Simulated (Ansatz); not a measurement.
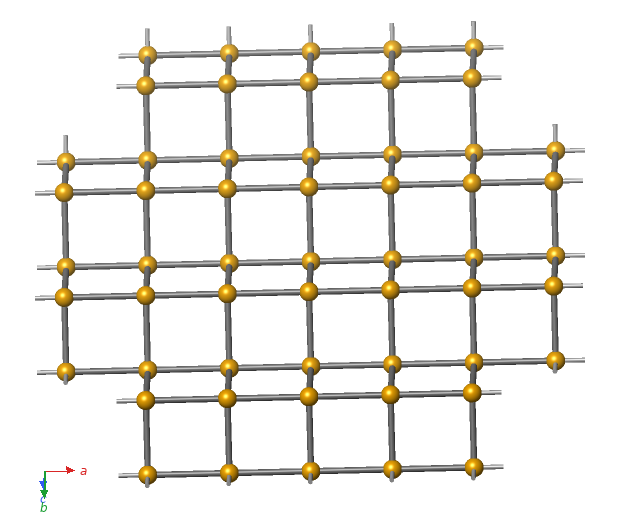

The picture shows a finite piece of the underlying net of a crystal structure, nodes on the atoms' positions. Nodes are coloured by topological kind. One layer is drawn. Short stubs are edges that leave the cut-out.

### Describe the net.

A uninodal 4-connected, two-periodic (layers) net. It is the sql net, known from the square lattice.

### Give point symbol and coordination sequence.

4^4.6^2, sequence 4, 8, 12, 16, 20, 24.

The net was derived as follows. C (space group P2_1/m, No. 11): the end point of a relaxation with DFT PBE, scalar-relativistic, plane waves, PAW in Ansatz 0.2.0; the starting structure was generated, so it need not be a known form of this composition. Bonds are taken as C–C below 1.9 Å; no other contact counts. The graph is simplified in the usual way: terminal and isolated atoms are pruned, two-connected atoms become edges. C is a 4-connected node.
